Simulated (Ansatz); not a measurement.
NbP: geometry relaxation (part 1 of 2)

NbP (slab, 8 atoms in the cell), computed with DFT PBE, scalar-relativistic, plane waves, PAW, no spin polarisation (Ansatz 0.2.0).

The structure derives from a Materials Project entry. It belongs to a series of runs on one base structure; here: (0 0 1) slab, atoms relaxed. Figures and captions count atoms from 1; the log counts them from 0 in places.

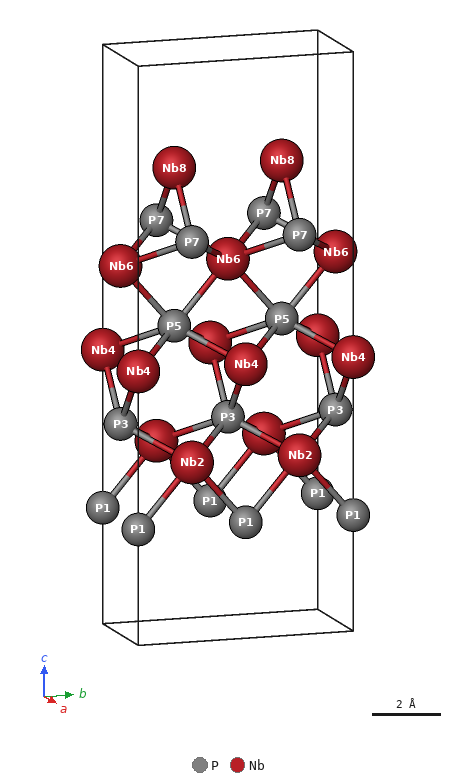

**Figure 1.** The starting structure (ball-and-stick view of the 1 × 2 repeat of the cell, with the vacuum cut short, seen slightly off an axis; atoms are numbered from 1 in the order of the input). An atom can appear more than once, as a periodic image. Near neighbours in the periodic cell (some may lie outside the picture): P has 2 Nb at 2.54 Å; Nb has 6 P at 2.54 to 2.55 Å; P has 6 Nb at 2.54 to 2.55 Å; Nb has 2 P at 2.54 Å.

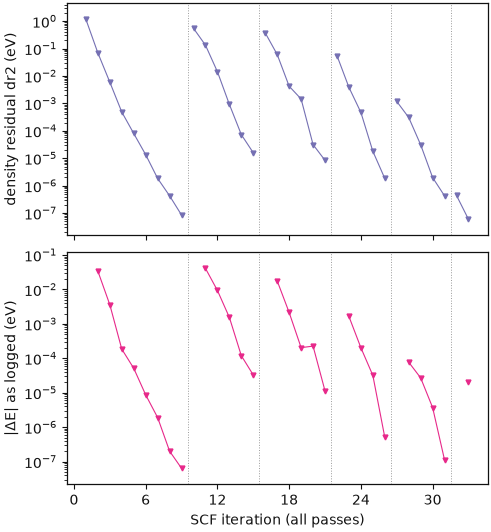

**Figure 2.** Convergence of the self-consistent field: density residual dr2 and size of the energy change against the SCF iteration. The dotted lines part the SCF passes of the relaxation: geometry steps, rejected trials and re-solves on a re-selected basis. The 6 passes take 2 to 9 iterations each, 33 in all.

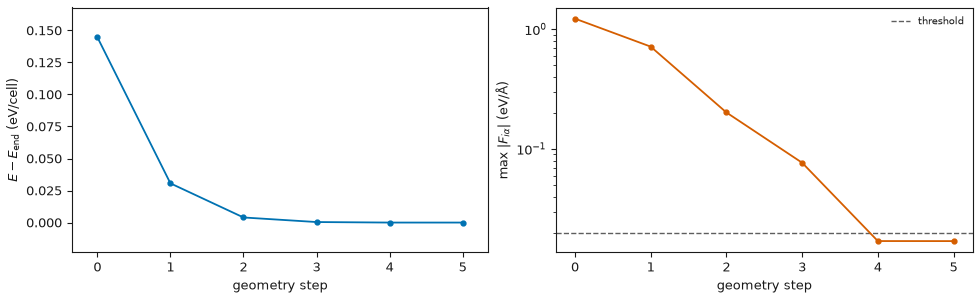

**Figure 3.** Progress of the relaxation, step by step (the first geometry is step 0 here and step 1 in the log).

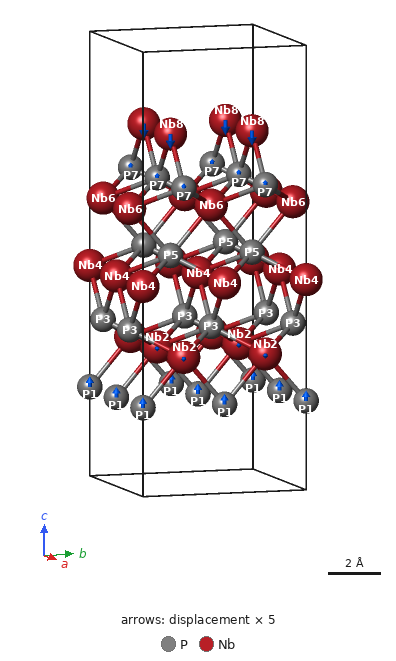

**Figure 4.** The starting structure with the displacements as blue arrows, magnified 5 times (ball-and-stick view of the 2 × 2 repeat of the cell, with the vacuum cut short, seen slightly off an axis). The energy falls by 0.145 eV per cell of the calculation in 5 geometry steps. The largest force component goes from 1.2 to 0.017 eV/Å. The atom that moves furthest is Nb8 (0.12 Å). Largest moves by element: Nb 0.12 Å, P 0.08 Å. The cell stays as it was. Among the contacts that change: P7–Nb8 2.542 → 2.428 Å, P1–Nb2 2.542 → 2.454 Å, Nb2–P3 2.548 → 2.569 Å, Nb6–P7 2.548 → 2.564 Å. Among the angles that change: Nb8–P7–Nb8 82.3° → 87.2°, P7–Nb8–P7 82.3° → 87.2°, Nb2–P1–Nb2 82.3° → 86.0°. (Atoms are counted from 1 in the order of the input.)

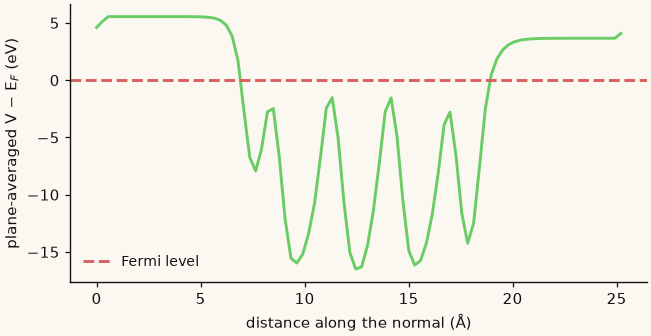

**Figure 5.** Plane average of the electrostatic potential energy of an electron across the cell, from the Fermi level. The vacuum level lies 3.66 eV above the Fermi level on the upper side and 5.55 eV on the lower.

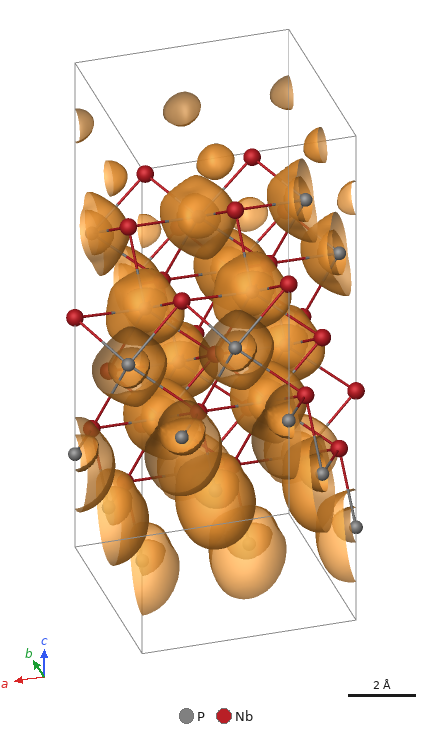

**Figure 6.** Isosurface of the ELF at 0.65 (orange), seen at an oblique angle. Only the valence region is drawn (cores and ρ < 0.01 e/Å³ removed). Sticks mark near contacts. Profiles from the grid: Nb–P (2.43 Å): the ELF is about 0.45 at the midpoint. Nb–P (2.53 Å): the ELF is about 0.35 at the midpoint (no shared pair; the contact is polar). The fields are those of the smooth PAW valence density.

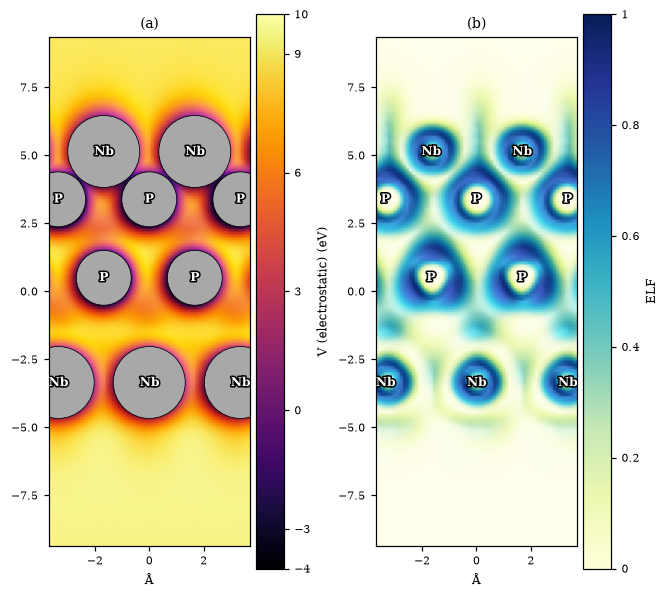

**Figure 7.** (a) electrostatic potential (local pseudopotential plus Hartree) felt by an electron; (b) electron localisation function on the (010) plane of the calculation cell, a cut from vacuum to vacuum. Grey discs, where drawn, cover atomic cores. The section cuts through Nb and P sites. Nb–P (2.43 Å): the ELF is about 0.45 at the midpoint. The strong features right at Nb lie inside the PAW spheres (semicore, d or f shells) and say nothing about bonding.

The input that produced these results follows, with the program's output.

Input file
```yaml
crystal:
  lattice:
    - [3.347046844, 0.0, 0.0]
    - [0.0, 3.347046844, 0.0]
    - [0.0, 0.0, 25.4844807542]
  atoms:
    - { symbol: P, position: [0.0, 0.0, 0.2942967554] }
    - { symbol: Nb, position: [0.0, 0.5, 0.3693819582] }
    - { symbol: P, position: [0.5, 0.0, 0.4064038509] }
    - { symbol: Nb, position: [0.0, 0.0, 0.4814890537] }
    - { symbol: P, position: [0.5, 0.5, 0.5185109463] }
    - { symbol: Nb, position: [0.5, 0.0, 0.5935961491] }
    - { symbol: P, position: [0.0, 0.5, 0.6306180418] }
    - { symbol: Nb, position: [0.5, 0.5, 0.7057032446] }
basis:
  ecutwfc: 420
kpoints:
  mp_grid: { grid: [10, 10, 1] }
hamiltonian:
  xc: pbe
scf:
  occupations: { method: gaussian, width: 0.1 }
output:
  forces: true
  eigenvalues: true
  write_density: true
  write_potential: true
  elf: true
  volumetric_format: npy
relax:
  adjacent_minimum: "off"
  f_tol: 0.02
  max_steps: 60
efield:
  axis: 3
  dipole_correction: true
  ramp_width: 0.04
```

Launched with:
```bash
ansatz run input.yaml --threads 1 --pin off --max-ram 2560MiB --backend cpu --events-out ev --progress --plain --runs-dir out
```

Log
```
Engine: ansatz 0.2.0, x86_64-unknown-linux-gnu
Pseudopotentials: kind: paw
Pseudopotential: P, paw, valence charge 5, recommended cutoff 420 eV (normal), P.paw.azcp
Pseudopotential: Nb, paw, valence charge 13, recommended cutoff 420 eV (normal), Nb.paw.azcp
Functional definition: PBE
  parameter kappa = 0.804
  parameter beta = 0.06672455060314922
  exchange = pbe_x(kappa = kappa, mu = beta*pi^2/3)
  correlation = pbe_c(beta = beta)
Crystal: 8 atoms, lattice volume = 285.496 Å³
Basis set: ecut = 420 eV, 5613 PW (Γ), exchange–correlation on 48×48×360 points (8 copies of the dense FFT grid, shifted against one another)
Bands: 44, of which v1, the nominal top of the filled ones, is band 36 counted from 1 (35 counted from 0)
Symmetry: 4 space group operations
Space group: Pmm2 (ITA 25), of the structure as read, at distance tolerance 6.6e-5 Å
k-points: 36 of 100
Non-local potential: P, projectors of the file, l = 0: 2, l = 1: 2, l = 2: 2
Non-local potential: Nb, projectors of the file, l = 0: 3, l = 1: 2, l = 2: 2, l = 3: 1
PAW form: soft (Blöchl's): semilocal exchange-correlation on the pseudo side does not see the compensation charge
PAW one-centre angular grid: P, 110 points (default); XC on 64 Gauss nodes
PAW one-centre angular grid: Nb, 590 points (default); XC on 64 Gauss nodes
Initial density: superposition of atomic densities (neutral atoms: chi_scale 0, normalization atom), corrected by the library's trained network
Initial wavefunctions: pseudopotential atomic-orbital guess
Functional: x = pbe(κ = 0.804, μ = 0.2195149727645171), c = pbe(β = 0.06672455060314922)
SCF iter   1: F=—  HF=-21234.423191 eV  |F-HF|=—  |Δ(HF+E_count)|=         —  Δρ=6.08e-3  dr2=1.16e0  ethr=1.77e-3  p=0.111 e·Å  D=7.05e-2 V/Å  ΔV_dip=-1.80 eV  dr2_dipole=4.43e-2  V_vac-E_F(+/−)=4.03/5.82 eV  ⟨swp⟩=9.0  Hψ=8150  notcnv=0
efield: sawtooth ramp at fractional position 0.9800 (placed from the atoms, in the widest stretch of the axis that holds none; the zero of the levels goes with the place), width 0.0400; the density the first Hamiltonian is built on has a dipole p = 0.111 e·Å; the dipole correction subtracts the counter field D = 7.05e-2 V/Å, which shifts the + side's vacuum level by -1.80 eV against the − side's; the planar-averaged density in the ramp window peaks in size at 9.9e-5 e/Å³
preconditioner: auto → LDOS  [metal: Δε(μ)=0.004 eV  Ē_g=5.569 eV  σ=0.100 eV  W_gap=0.02  n_scr=52 (ndim 8)  ℏωp=13.9 eV  f_vac=0.447  D(μ)=7.04/eV (n_scr^D=44)  β→1.0]
SCF iter   2: F=—  HF=-21234.389172 eV  |F-HF|=—  |Δ(HF+E_count)|=   3.40e-2  Δρ=2.44e-3  dr2=6.94e-2  ethr=1.61e-3  p=0.120 e·Å  D=7.57e-2 V/Å  ΔV_dip=-1.93 eV  dr2_dipole=1.32e-4  V_vac-E_F(+/−)=3.86/5.79 eV  ⟨swp⟩=1.2  Hψ=1884  notcnv=0  defer=19
SCF iter   3: F=—  HF=-21234.385569 eV  |F-HF|=—  |Δ(HF+E_count)|=   3.60e-3  Δρ=6.85e-4  dr2=5.96e-3  ethr=9.63e-5  p=0.119 e·Å  D=7.54e-2 V/Å  ΔV_dip=-1.92 eV  dr2_dipole=3.57e-4  V_vac-E_F(+/−)=3.85/5.77 eV  ⟨swp⟩=2.0  Hψ=1967  notcnv=0  defer=67
SCF iter   4: F=—  HF=-21234.385754 eV  |F-HF|=—  |Δ(HF+E_count)|=   1.85e-4  Δρ=2.36e-4  dr2=4.86e-4  ethr=8.28e-6  p=0.121 e·Å  D=7.68e-2 V/Å  ΔV_dip=-1.96 eV  dr2_dipole=1.30e-4  V_vac-E_F(+/−)=3.81/5.76 eV  ⟨swp⟩=2.1  Hψ=2165  notcnv=0  defer=51
SCF iter   5: F=—  HF=-21234.385805 eV  |F-HF|=—  |Δ(HF+E_count)|=   5.13e-5  Δρ=1.06e-4  dr2=8.00e-5  ethr=6.75e-7  p=0.122 e·Å  D=7.76e-2 V/Å  ΔV_dip=-1.98 eV  dr2_dipole=1.04e-6  V_vac-E_F(+/−)=3.78/5.76 eV  ⟨swp⟩=2.0  Hψ=2159  notcnv=0  defer=41
SCF iter   6: F=—  HF=-21234.385814 eV  |F-HF|=—  |Δ(HF+E_count)|=   8.68e-6  Δρ=4.03e-5  dr2=1.35e-5  ethr=1.11e-7  p=0.123 e·Å  D=7.81e-2 V/Å  ΔV_dip=-1.99 eV  dr2_dipole=3.80e-8  V_vac-E_F(+/−)=3.77/5.76 eV  ⟨swp⟩=2.5  Hψ=2852  notcnv=0  defer=38
iter 7 did not close the SCF: its close was put off until two iterations running show no level that it waits for move by more than its bar (scf_convergence_deferred on its scf_iter line)
SCF iter   7: F=-21234.385815 eV  HF=-21234.385816 eV  |F-HF|=5.69e-7  |Δ(HF+E_count)|=   1.90e-6  Δρ=1.63e-5  dr2=1.84e-6  ethr=1.39e-8  p=0.124 e·Å  D=7.84e-2 V/Å  ΔV_dip=-2.00 eV  dr2_dipole=1.31e-10  V_vac-E_F(+/−)=3.76/5.75 eV  ⟨swp⟩=21.0  Hψ=16004  notcnv=0
iter 8 did not close the SCF: its close was put off until two iterations running show no level that it waits for move by more than its bar (scf_convergence_deferred on its scf_iter line)
SCF iter   8: F=-21234.385816 eV  HF=-21234.385816 eV  |F-HF|=3.56e-7  |Δ(HF+E_count)|=   2.01e-7  Δρ=5.47e-6  dr2=4.27e-7  ethr=2.56e-9  p=0.124 e·Å  D=7.85e-2 V/Å  ΔV_dip=-2.00 eV  dr2_dipole=1.23e-7  V_vac-E_F(+/−)=3.75/5.75 eV  ⟨swp⟩=10.7  Hψ=13775  notcnv=0
SCF iter   9: F=-21234.385816 eV  HF=-21234.385816 eV  |F-HF|=7.38e-8  |Δ(HF+E_count)|=   6.37e-8  Δρ=2.31e-6  dr2=8.49e-8  ethr=5.94e-10  p=0.124 e·Å  D=7.85e-2 V/Å  ΔV_dip=-2.00 eV  dr2_dipole=3.22e-8  V_vac-E_F(+/−)=3.75/5.75 eV  ⟨swp⟩=9.1  Hψ=12644  notcnv=0
SCF 1 converged in 9 iterations: F = -21234.385816 eV  dr2 = 8.49e-8
  greatest PAW one-centre occupation: 0.998 electrons in one spin orbital (limit 2), on the Nb atom at site 1 (counted from 0), in its partial waves of l = 0
relax step   1: F+E_penalty+E_count = -21234.38581621 eV  Δ(F+E_penalty+E_count) = +0.000e0 eV  max|allowed force component| = 1.227e0 eV/Å  Δτ_max = 0.0000 Å  (9 SCF iters, dr2 threshold 1.00e-5 eV, accepted)
Initial density: handed on by an earlier stage of this run
Initial wavefunctions: those handed on with the density
iter 1 solved again at ethr=7.46e-4 eV; its pass at ethr=3.10e-3 eV (dr2=5.37e-1 eV) is discarded
SCF iter   1: F=—  HF=-21234.551576 eV  |F-HF|=—  |Δ(HF+E_count)|=         —  Δρ=8.48e-3  dr2=5.46e-1  ethr=7.46e-4  p=0.124 e·Å  D=7.85e-2 V/Å  ΔV_dip=-2.00 eV  dr2_dipole=2.85e-2  V_vac-E_F(+/−)=3.80/5.80 eV  ⟨swp⟩=1.9  Hψ=5827  notcnv=0  defer=65
efield: sawtooth ramp at fractional position 0.9800 (handed on by an earlier solve), width 0.0400; the density the first Hamiltonian is built on has a dipole p = 0.124 e·Å; the dipole correction subtracts the counter field D = 7.85e-2 V/Å, which shifts the + side's vacuum level by -2.00 eV against the − side's; the planar-averaged density in the ramp window peaks in size at 1.7e-6 e/Å³
preconditioner: auto → LDOS  [metal: Δε(μ)=0.003 eV  Ē_g=5.639 eV  σ=0.100 eV  W_gap=0.02  n_scr=52 (ndim 8)  ℏωp=13.9 eV  f_vac=0.461  D(μ)=6.64/eV (n_scr^D=44)  β→1.0]
SCF iter   2: F=—  HF=-21234.510684 eV  |F-HF|=—  |Δ(HF+E_count)|=   4.09e-2  Δρ=3.36e-3  dr2=1.33e-1  ethr=7.46e-4  p=0.130 e·Å  D=8.21e-2 V/Å  ΔV_dip=-2.09 eV  dr2_dipole=1.71e-2  V_vac-E_F(+/−)=3.56/5.65 eV  ⟨swp⟩=2.4  Hψ=2417  notcnv=0  defer=65
SCF iter   3: F=—  HF=-21234.501331 eV  |F-HF|=—  |Δ(HF+E_count)|=   9.35e-3  Δρ=1.10e-3  dr2=1.43e-2  ethr=1.85e-4  p=0.126 e·Å  D=7.99e-2 V/Å  ΔV_dip=-2.04 eV  dr2_dipole=2.10e-3  V_vac-E_F(+/−)=3.64/5.67 eV  ⟨swp⟩=2.1  Hψ=2561  notcnv=0  defer=71
SCF iter   4: F=—  HF=-21234.499789 eV  |F-HF|=—  |Δ(HF+E_count)|=   1.54e-3  Δρ=3.71e-4  dr2=9.20e-4  ethr=1.99e-5  p=0.126 e·Å  D=7.97e-2 V/Å  ΔV_dip=-2.03 eV  dr2_dipole=1.51e-5  V_vac-E_F(+/−)=3.61/5.64 eV  ⟨swp⟩=3.0  Hψ=2869  notcnv=0  defer=72
SCF iter   5: F=—  HF=-21234.499908 eV  |F-HF|=—  |Δ(HF+E_count)|=   1.19e-4  Δρ=1.33e-4  dr2=7.27e-5  ethr=1.28e-6  p=0.125 e·Å  D=7.92e-2 V/Å  ΔV_dip=-2.02 eV  dr2_dipole=1.28e-7  V_vac-E_F(+/−)=3.61/5.63 eV  ⟨swp⟩=2.3  Hψ=2589  notcnv=0  defer=72
SCF iter   6: F=-21234.499943 eV  HF=-21234.499940 eV  |F-HF|=2.26e-6  |Δ(HF+E_count)|=   3.27e-5  Δρ=5.88e-5  dr2=1.58e-5  ethr=1.01e-7  p=0.125 e·Å  D=7.90e-2 V/Å  ΔV_dip=-2.01 eV  dr2_dipole=1.37e-6  V_vac-E_F(+/−)=3.61/5.62 eV  ⟨swp⟩=22.4  Hψ=18965  notcnv=0
SCF 2 converged in 6 iterations: F = -21234.499943 eV  dr2 = 1.58e-5
relax step   2: F+E_penalty+E_count = -21234.49994256 eV  Δ(F+E_penalty+E_count) = -1.141e-1 eV  max|allowed force component| = 7.163e-1 eV/Å  Δτ_max = 0.1883 Å  (6 SCF iters, dr2 threshold 9.42e-5 eV, accepted)
SCF iter   1: F=—  HF=-21234.546819 eV  |F-HF|=—  |Δ(HF+E_count)|=         —  Δρ=5.34e-3  dr2=3.72e-1  ethr=2.51e-3  p=0.125 e·Å  D=7.90e-2 V/Å  ΔV_dip=-2.01 eV  dr2_dipole=1.44e-3  V_vac-E_F(+/−)=3.60/5.61 eV  ⟨swp⟩=3.9  Hψ=3386  notcnv=0  defer=67
efield: sawtooth ramp at fractional position 0.9800 (handed on by an earlier solve), width 0.0400; the density the first Hamiltonian is built on has a dipole p = 0.125 e·Å; the dipole correction subtracts the counter field D = 7.90e-2 V/Å, which shifts the + side's vacuum level by -2.01 eV against the − side's; the planar-averaged density in the ramp window peaks in size at 1.5e-6 e/Å³
preconditioner: auto → LDOS  [metal: Δε(μ)=0.010 eV  Ē_g=5.568 eV  σ=0.100 eV  W_gap=0.06  n_scr=52 (ndim 8)  ℏωp=13.9 eV  f_vac=0.455  D(μ)=7.50/eV (n_scr^D=52)  β→1.0]
SCF iter   2: F=—  HF=-21234.529150 eV  |F-HF|=—  |Δ(HF+E_count)|=   1.77e-2  Δρ=1.72e-3  dr2=6.08e-2  ethr=5.17e-4  p=0.120 e·Å  D=7.60e-2 V/Å  ΔV_dip=-1.94 eV  dr2_dipole=2.55e-2  V_vac-E_F(+/−)=3.66/5.59 eV  ⟨swp⟩=2.0  Hψ=2059  notcnv=0  defer=72
SCF iter   3: F=—  HF=-21234.527014 eV  |F-HF|=—  |Δ(HF+E_count)|=   2.14e-3  Δρ=6.26e-4  dr2=4.23e-3  ethr=8.45e-5  p=0.119 e·Å  D=7.53e-2 V/Å  ΔV_dip=-1.92 eV  dr2_dipole=2.36e-4  V_vac-E_F(+/−)=3.67/5.59 eV  ⟨swp⟩=2.0  Hψ=1957  notcnv=0  defer=72
SCF iter   4: F=—  HF=-21234.526810 eV  |F-HF|=—  |Δ(HF+E_count)|=   2.04e-4  Δρ=3.82e-4  dr2=1.45e-3  ethr=5.87e-6  p=0.118 e·Å  D=7.48e-2 V/Å  ΔV_dip=-1.91 eV  dr2_dipole=1.48e-6  V_vac-E_F(+/−)=3.67/5.58 eV  ⟨swp⟩=2.4  Hψ=2600  notcnv=0  defer=72
SCF iter   5: F=—  HF=-21234.526584 eV  |F-HF|=—  |Δ(HF+E_count)|=   2.26e-4  Δρ=7.30e-5  dr2=3.15e-5  ethr=2.01e-6  p=0.118 e·Å  D=7.48e-2 V/Å  ΔV_dip=-1.91 eV  dr2_dipole=7.73e-6  V_vac-E_F(+/−)=3.67/5.58 eV  ⟨swp⟩=2.6  Hψ=2755  notcnv=0  defer=72
SCF iter   6: F=-21234.526588 eV  HF=-21234.526595 eV  |F-HF|=7.13e-6  |Δ(HF+E_count)|=   1.13e-5  Δρ=3.49e-5  dr2=8.40e-6  ethr=4.38e-8  p=0.118 e·Å  D=7.49e-2 V/Å  ΔV_dip=-1.91 eV  dr2_dipole=5.10e-6  V_vac-E_F(+/−)=3.67/5.58 eV  ⟨swp⟩=21.7  Hψ=16956  notcnv=0
SCF 3 converged in 6 iterations: F = -21234.526588 eV  dr2 = 8.40e-6
  Residual-converged pass: ⟨swp⟩=1.0  Hψ=1729  notcnv=0  max |occ|·‖R‖ = 7.0e-9 eV (tolerance 1.0e-8 eV)  dr2=8.40e-6  dr2_onsite=4.02e-8  max |Δocc| = 2.7e-10
```
